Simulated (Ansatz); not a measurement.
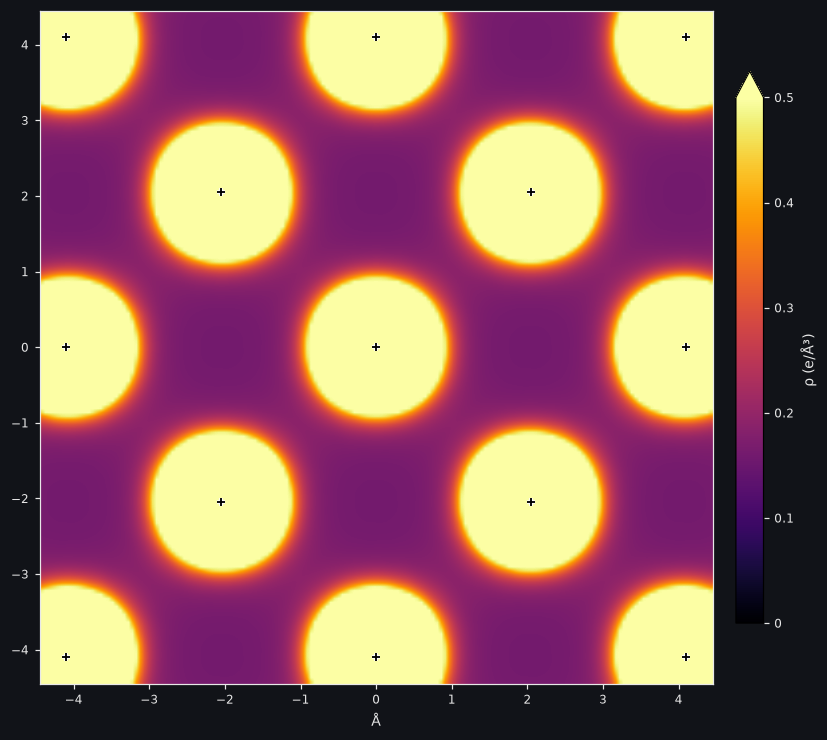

The valence pseudo-density on a plane through atoms (crosses mark nuclei in the plane).

The calculation used DFT, LDA, PAW with Ansatz's default frozen-core files, scalar-relativistic in Ansatz.

Candidates:
A. PbS, a = 5.95 Å, b = 5.95 Å, c = 5.95 Å, α = 90.00°, β = 90.00°, γ = 90.00°. Space group Fm-3m; computed pressure about −3 GPa in this cell.
B. Ti, a = 4.10 Å, b = 4.10 Å, c = 4.10 Å, α = 90.00°, β = 90.00°, γ = 90.00°. Space group Fm-3m; computed pressure about −8 GPa in this cell; computed without spin polarisation.

Which candidate gave the map?

Answer. Candidate B: Ti on the (100) plane of the conventional cell, which holds Ti. Ti–Ti (2.90 Å): the density is about 0.19 e/Å³ at the midpoint.
